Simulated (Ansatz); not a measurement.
Field-gradient calculation, with input and output: Ga

Ga (I4/mmm, 1 atom in the cell), computed with DFT, PBE, PAW with Ansatz's default frozen-core files, scalar-relativistic, no spin polarisation (Ansatz 0.2.0).

The structure derives from an entry of the Crystallography Open Database. Its volume is 1.04 times that of the source entry. It belongs to a series of runs on one base structure; here: volume scaled by 1.04, PAW files. Figures and captions count atoms from 1; the log counts them from 0 in places.

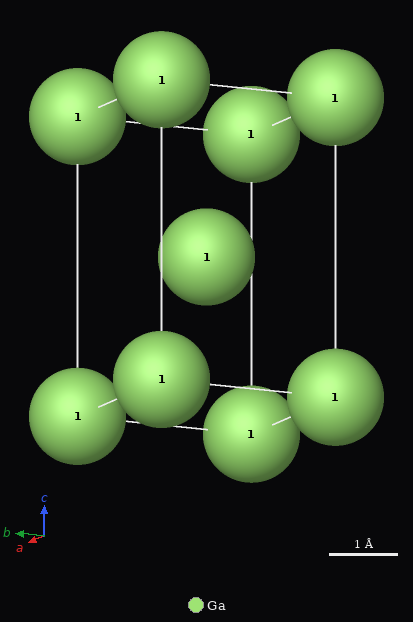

Figure 1. The structure (spheres-only view of the cell 2 times as large as that of the calculation, set on its symmetry axes, seen at an oblique angle; atoms are numbered from 1 in the order of the input).

Results in brief:

| quantity | value |
| --- | --- |
| outcome | converged |
| space group (tolerance 0.01 Å) | I4/mmm (139) |
| electrons treated | 13 |
| free energy | −3782.9973 eV |
| Fermi energy | 10.174 eV |
| pressure | 1.79 GPa |
| field gradient V_zz (10²¹ V/m²) | Ga 2.04 |
| largest force (length of the vector) | under 0.001 eV/Å |
| hardware | 1 thread of Arm Neoverse V1, 24 GiB of memory available, shared host |
| wall time | 17 s |
| peak memory | 0.47 GiB |

Remarks:

Warnings of the run: the k-point mesh lowers the symmetry that the run can use.

The input:
```yaml
crystal:
  lattice:
    - [-1.422475803, 1.422475803, 2.2583323111]
    - [1.422475803, -1.422475803, 2.2583323111]
    - [1.422475803, 1.422475803, -2.2583323111]
  atoms:
    - { symbol: Ga, position: [0.0, 0.0, 0.0] }
kpoints:
  mp_grid: { grid: [14, 14, 16] }
scf:
  occupations: { method: fermi_dirac, width: 0.05 }
hamiltonian:
  xc: pbe
  pseudopotentials: { kind: paw }
output:
  forces: true
  stress: true
  eigenvalues: true
  efg: { contact_densities: true }
  write_density: true
  write_potential: true
  elf: true
  volumetric_format: npy
```

Launched with:
```bash
ansatz run input.yaml --threads 1 --pin off --max-ram 3072MiB --backend cpu --events-out ev --progress --plain --runs-dir out
```

The program's output:
```
Warning: crystal.symmetry: narrowed to the stabiliser of the k-point mesh — unitary ops 16 → 4; excluded 12 operations that carry a point of the 14×14×16 mesh (shift [0, 0, 0]) off the mesh (the run samples exactly the mesh kpoints.mp_grid names, as under crystal.symmetry.detect: false, and its converged state has the mesh's symmetry, not the crystal's; ε∞, the Born charges and the force constants of a linear response (`dielectric:` by the response, `phonons.method: dfpt`) are averaged over those of the crystal's operations that the state keeps within a tolerance, where `mesh_tensors`, `unaveraged_element` or `gamma_mean_max_change_ev_ang2` stands beside them; a row that `dielectric.field_direction` solves alone is averaged likewise, with nothing beside; a Γ-centred mesh of equal divisions is mapped onto itself by every operation and keeps the whole group, as does a half-shifted one under kpoints.further_shifts: images)
Engine: ansatz 0.2.0, aarch64-unknown-linux-gnu
Pseudopotentials: kind: paw
Pseudopotential: Ga, paw, valence charge 13, recommended cutoff 420 eV (normal), Ga.paw.azcp
Functional definition: PBE
  parameter kappa = 0.804
  parameter beta = 0.06672455060314922
  exchange = pbe_x(kappa = kappa, mu = beta*pi^2/3)
  correlation = pbe_c(beta = beta)
Crystal: 1 atoms, lattice volume = 18.278 Å³
Basis set: ecut = 420 eV, 355 PW (Γ), exchange–correlation on 48×48×48 points (8 copies of the dense FFT grid, shifted against one another)
Bands: 11, of which v1, the nominal top of the filled ones, is band 7 counted from 1 (6 counted from 0)
Symmetry: 4 space group operations
k-points: 849 of 3136
Non-local potential: Ga, projectors of the file, l = 0: 2, l = 1: 2, l = 2: 3, l = 3: 1
PAW form: soft (Blöchl's): semilocal exchange-correlation on the pseudo side does not see the compensation charge
PAW one-centre angular grid: Ga, 590 points (default); XC on 64 Gauss nodes
Initial density: superposition of atomic densities (neutral atoms: chi_scale 0, normalization atom), corrected by the library's trained network
Initial wavefunctions: pseudopotential atomic-orbital guess
Functional: x = pbe(κ = 0.804, μ = 0.2195149727645171), c = pbe(β = 0.06672455060314922)
SCF iter   1: F=—  HF=-3782.997419 eV  |F-HF|=—  |Δ(HF+E_count)|=         —  Δρ=1.28e-3  dr2=1.24e-4  ethr=1.77e-3  ⟨swp⟩=5.4  Hψ=56424  notcnv=0
preconditioner: auto → none  [metal: Δε(μ)=0.015 eV  Ē_g=21.741 eV  σ=0.050 eV  W_gap=0.08  n_scr=0 (ndim 8)  ℏωp=31.3 eV  f_vac=0.000  D(μ)=0.35/eV (n_scr^D=0)]
SCF iter   2: F=—  HF=-3782.997319 eV  |F-HF|=—  |Δ(HF+E_count)|=   1.00e-4  Δρ=4.86e-4  dr2=3.76e-5  ethr=9.58e-7  ⟨swp⟩=2.0  Hψ=20846  notcnv=0
SCF iter   3: F=—  HF=-3782.997308 eV  |F-HF|=—  |Δ(HF+E_count)|=   1.12e-5  Δρ=2.79e-4  dr2=6.96e-6  ethr=2.89e-7  ⟨swp⟩=2.0  Hψ=14358  notcnv=0  defer=2
SCF iter   4: F=—  HF=-3782.997314 eV  |F-HF|=—  |Δ(HF+E_count)|=   6.92e-6  Δρ=1.48e-4  dr2=1.65e-6  ethr=5.35e-8  ⟨swp⟩=2.0  Hψ=10458  notcnv=0  defer=2
SCF iter   5: F=—  HF=-3782.997315 eV  |F-HF|=—  |Δ(HF+E_count)|=   2.53e-7  Δρ=4.48e-5  dr2=1.67e-7  ethr=1.27e-8  ⟨swp⟩=2.5  Hψ=15127  notcnv=0  defer=2
SCF iter   6: F=-3782.997315 eV  HF=-3782.997315 eV  |F-HF|=5.15e-9  |Δ(HF+E_count)|=   8.17e-8  Δρ=5.83e-6  dr2=2.96e-9  ethr=7.69e-10  ⟨swp⟩=8.6  Hψ=59384  notcnv=0
SCF 1 converged in 6 iterations: F = -3782.997315 eV  dr2 = 2.96e-9
  greatest PAW one-centre occupation: 0.994 electrons in one spin orbital (limit 2), on the Ga atom at site 0 (counted from 0), in its partial waves of l = 2
```

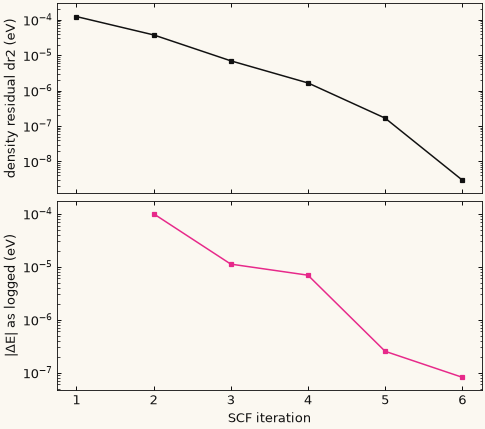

Figure 2. Convergence of the self-consistent field: density residual dr2 and size of the energy change against the SCF iteration. The residual falls at every step.

```
SCF converged after 6 iterations
Free energy (F): -3782.997315 eV
Harris-Foulkes:  -3782.997315 eV  (|F-HF|=5.15e-9)
Internal energy: -3782.994424 eV  (E = F + TS)
E sigma→0 (E₀):  -3782.995870 eV
Entropy (-TS):   -0.002890 eV (-2.890 meV/atom)
Fermi energy:    10.174287 eV
--- Per-component energies (eV) ---
  E_band       = -29.928466
  E_kinetic    = 114.904779
  E_local      = -1759.754749  (includes V_loc(G=0)·N_el)
  E_nonlocal   = 422.248632
  E_hartree    = 828.360675
  E_xc         = -69.556839
  E_vxc        = -58.368539  (∫ρ·V_xc dr)
  E_paw        = -1985.550365  (= ΣΔE_a)
  E_vpaw       = -405.676800  (= ΣTr[D̂ρ^β])
  E_aug_tail   = -0.000115  (compensation charges beyond the density's cutoff)
  E_ewald      = -1333.646442
  E_smearing   = -0.002890  (= −TS)
  E_closure    = -0.000000  (closes the sum)
  Σ components = -3782.997315   (vs F -3782.997315, Δ=0.00e0)
--- Forces (eV/Å), atoms counted from 1 ---
  atom   1  Ga     0.00000000    -0.00000000     0.00000000
  max |Σ_I F_I| component: 1.97e-31 eV/Å
--- Stress (GPa, compression-positive) ---
        1.933245      -0.128628       0.097121
       -0.128628       1.933245       0.097121
        0.097121       0.097121       1.496411
  P = ⅓ Tr σ = 1.7876 GPa (17.876 kbar)
--- PAW observables at the nuclei: V_zz in 10²¹ V/m², potentials from the cell's mean, atoms counted from 1 ---
  atom   1  Ga V_zz =    +2.044404   η = 0.0432   by run symmetry: allowed
            electrostatic potential = -4133.570777 V   contact ρ = 187444.320833 e/Å³
--- Band table (eV; the first three rows and the last of 849) ---
  k-point 0: bands = ["-4.8418", "-4.7215", "-4.7214", "-4.7012", "-4.5732", "-1.1314", "22.7374", "22.7376", "22.7533", "26.0538", "26.3456"]
  k-point 1: bands = ["-4.8278", "-4.7291", "-4.7155", "-4.6965", "-4.5799", "-0.9839", "21.6340", "21.9124", "22.2252", "24.5320", "27.3953"]
  k-point 2: bands = ["-4.7875", "-4.7511", "-4.6980", "-4.6860", "-4.5986", "-0.5391", "19.8864", "20.3865", "21.0766", "22.8277", "28.0951"]
  k-point 848: bands = ["-4.9697", "-4.8921", "-4.5133", "-4.5067", "-4.5067", "6.3089", "6.6512", "16.5537", "16.5538", "19.7285", "20.4618"]
```

File rho_z.tsv:
```
# z_ang	rho[e/angstrom^3]
# format = ansatz-planar-average/11
# lattice	-1.422475803	1.422475803	2.258332311
# lattice	1.422475803	-1.422475803	2.258332311
# lattice	1.422475803	1.422475803	-2.258332311
# sites	1
# site	31	0.000000000	0.000000000	0.000000000
0.000000	1.951559e0
0.126016	1.830057e0
0.252033	1.518550e0
0.378049	1.137858e0
0.504065	7.991798e-1
0.630081	5.546706e-1
0.756098	4.014923e-1
0.882114	3.126710e-1
1.008130	2.615509e-1
1.134147	2.307455e-1
1.260163	2.117688e-1
1.386179	2.013352e-1
1.512195	1.980318e-1
1.638212	2.013352e-1
1.764228	2.117688e-1
1.890244	2.307455e-1
2.016261	2.615509e-1
2.142277	3.126710e-1
2.268293	4.014923e-1
2.394309	5.546706e-1
2.520326	7.991798e-1
2.646342	1.137858e0
2.772358	1.518550e0
2.898375	1.830057e0
```

File v_z.tsv:
```
# z_ang	v_es[eV]	v_tot[eV]
# format = ansatz-planar-average/11
# xc	pbe
# density_cutoff_ev	1680
# datasets	Ga=:simpson_from_first_knot:soft
# lattice	-1.422475803	1.422475803	2.258332311
# lattice	1.422475803	-1.422475803	2.258332311
# lattice	1.422475803	1.422475803	-2.258332311
# sites	1
# site	31	0.000000000	0.000000000	0.000000000
0.000000	3.354496e0	-7.980364e0
0.126016	3.412302e0	-7.894851e0
0.252033	3.585247e0	-7.637827e0
0.378049	3.871935e0	-7.210604e0
0.504065	4.269249e0	-6.620259e0
0.630081	4.772748e0	-5.879161e0
0.756098	5.376688e0	-5.007912e0
0.882114	6.071020e0	-4.043049e0
1.008130	6.829789e0	-3.041880e0
1.134147	7.596457e0	-2.080405e0
1.260163	8.276541e0	-1.256157e0
1.386179	8.756764e0	-6.833469e-1
1.512195	8.933502e0	-4.738291e-1
1.638212	8.756764e0	-6.833469e-1
1.764228	8.276541e0	-1.256157e0
1.890244	7.596457e0	-2.080405e0
2.016261	6.829789e0	-3.041880e0
2.142277	6.071020e0	-4.043049e0
2.268293	5.376688e0	-5.007912e0
2.394309	4.772748e0	-5.879161e0
2.520326	4.269249e0	-6.620259e0
2.646342	3.871935e0	-7.210604e0
2.772358	3.585247e0	-7.637827e0
2.898375	3.412302e0	-7.894851e0
```

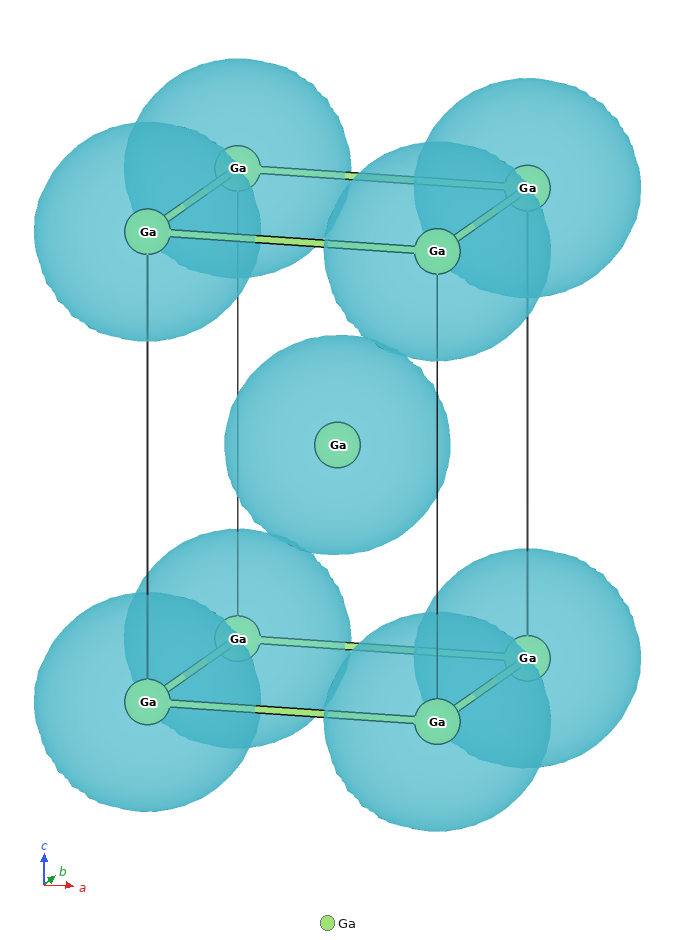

Figure 3. Isosurface of the valence pseudo-density at 0.3 e/Å³ (cyan), seen slightly off an axis. Sticks mark near contacts. The outline is the cell set on symmetry axes. At this value the density breaks into separate islands; it holds about 80 % of the electrons treated as valence (semicore included). It is pinched off along the Ga–Ga (2.84 Å) contacts. On the grid the lowest density along these lines, outside the cores, is 0.21 e/Å³ (Ga–Ga, 2.84 Å). Core electrons are frozen (PAW), so the fields are smoothed inside the atomic spheres.

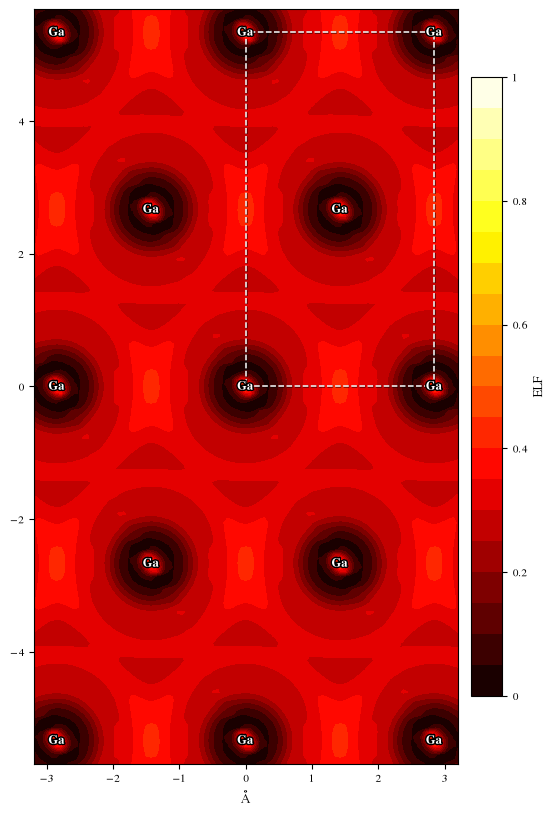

Figure 4. ELF on the (011̄) plane of the conventional cell. Ga–Ga (2.84 Å): the ELF is about 0.40 at the midpoint, which marks nearly free electrons, as in a simple metal. The strong features right at Ga lie inside the PAW spheres (semicore, d or f shells) and say nothing about bonding.
